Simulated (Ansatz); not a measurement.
# Zn$_{4}$Ga$_{6}$O$_{13}$ (interface cell): what the fields show

```
CELL_PARAMETERS angstrom
3.08329 0.00000 0.00000
0.00000 5.87761 0.00000
0.00000 0.00000 29.55885
ATOMIC_POSITIONS crystal
O 0.50000 0.74986 0.02916
O 0.50000 0.29124 0.02915
Ga 0.00000 0.53386 0.03228
Ga 0.50000 0.01938 0.06291
O 0.00000 0.02223 0.09783
O 0.00000 0.53096 0.09953
Ga 0.50000 0.53200 0.13499
Ga 0.00000 0.04937 0.16401
O 0.50000 0.25643 0.16600
O 0.50000 0.80454 0.16963
O 0.00000 0.01370 0.23233
O 0.00000 0.56434 0.23668
Ga 0.50000 0.77038 0.23849
Ga 0.00000 0.28664 0.26660
O 0.50000 0.28256 0.30181
O 0.50000 0.80236 0.30492
Ga 0.00000 0.79820 0.34013
Ga 0.50000 0.31447 0.36824
O 0.00000 0.52053 0.37006
O 0.00000 0.07117 0.37440
O 0.50000 0.28033 0.43711
O 0.50000 0.82844 0.44073
Ga 0.00000 0.03550 0.44272
Ga 0.50000 0.55287 0.47174
O 0.00000 0.55391 0.50721
O 0.00000 0.06266 0.50890
Ga 0.50000 0.06547 0.54382
Ga 0.00000 0.55098 0.57445
O 0.50000 0.79364 0.57758
O 0.50000 0.33499 0.57758
O 0.50000 0.08835 0.67915
O 0.00000 0.59129 0.64372
Zn 0.00000 0.29216 0.67156
Zn 0.50000 0.80554 0.64801
O 0.00000 0.36789 0.74238
O 0.50000 0.84989 0.77480
Zn 0.50000 0.16955 0.75631
Zn 0.00000 0.67566 0.75952
O 0.50000 0.23491 0.83193
O 0.00000 0.71692 0.86435
Zn 0.00000 0.40914 0.84721
Zn 0.50000 0.91525 0.85041
O 0.00000 0.49357 0.96300
O 0.50000 0.99650 0.92758
Zn 0.50000 0.27934 0.95871
Zn 0.00000 0.79274 0.93518
```

Computed with DFT PBE, scalar-relativistic, plane waves, PAW (Ansatz).

Core electrons are frozen (PAW), and the valence fields are smoothed inside the atomic spheres.

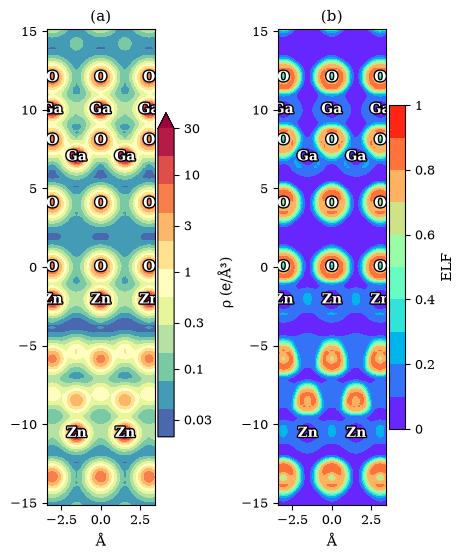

Figure 1. (a) valence pseudo-density; (b) ELF on the (010) plane of the calculation cell.

Question: Describe what can be read from this map.

Answer: Atoms in the plane: O, Ga and Zn.
Atoms just off the plane (O, 0.3 Å away and Zn, 0.7 Å away) can leave unmarked features too.
Ga–O (1.86 Å): the density is about 0.8 e/Å³ at the midpoint; the ELF peaks at about 0.80 in the valence shell of O, 0.6 Å from its nucleus, and is about 0.40 at the midpoint.
Ga–O (1.97 Å): the density is about 0.62 e/Å³ at the midpoint; the ELF peaks at about 0.85 in the valence shell of O, 0.6 Å from its nucleus, and is about 0.30 at the midpoint.
Ga–O (2.05 Å): ρ at the midpoint is about 0.53 e/Å³; the ELF peaks at about 0.85 in the valence shell of O, 0.6 Å from its nucleus, and is about 0.30 at the midpoint.
Between the atoms the lowest density in this plane is 0.02 e/Å³.
The ELF also peaks beside O, away from the bonds: lone-pair regions.

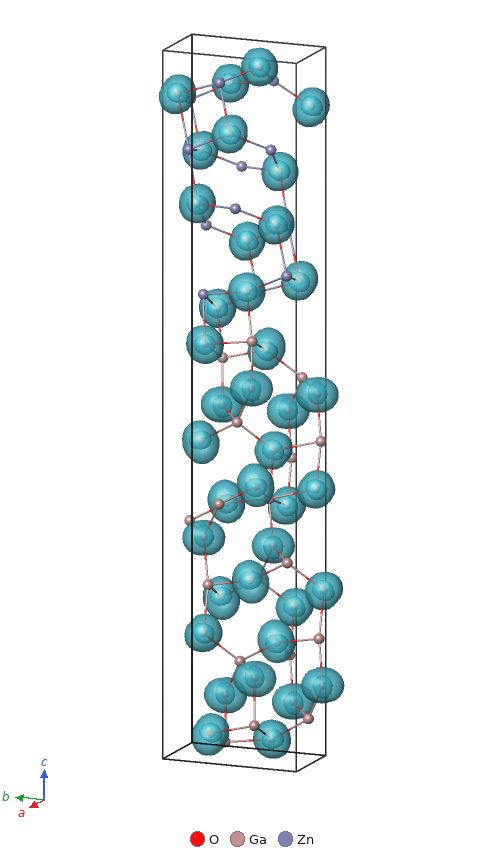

Figure 2. Isosurface of the ELF at 0.75 (cyan), seen at an oblique angle. Only the valence region is drawn (cores and ρ < 0.01 e/Å³ removed). Sticks mark near contacts.

Question: Identify the bonds, lone pairs and shells in this picture.

Answer: At this value the surface marks out 26 regions wrapped around O (the valence shell of each), counted in one cell of 46 atoms. Any copies at cell faces, edges or corners count once.


 Zn–O (1.88 Å): the ELF peaks at about 0.80 in the valence shell of O, 0.6 Å from its nucleus, and is about 0.30 at the midpoint.

Question: Does the calculation make it a metal, or give it a gap?

Answer: It is gapped, with a Kohn–Sham gap of 0.77 eV on the k-point mesh, an upper bound to the gap of this method.
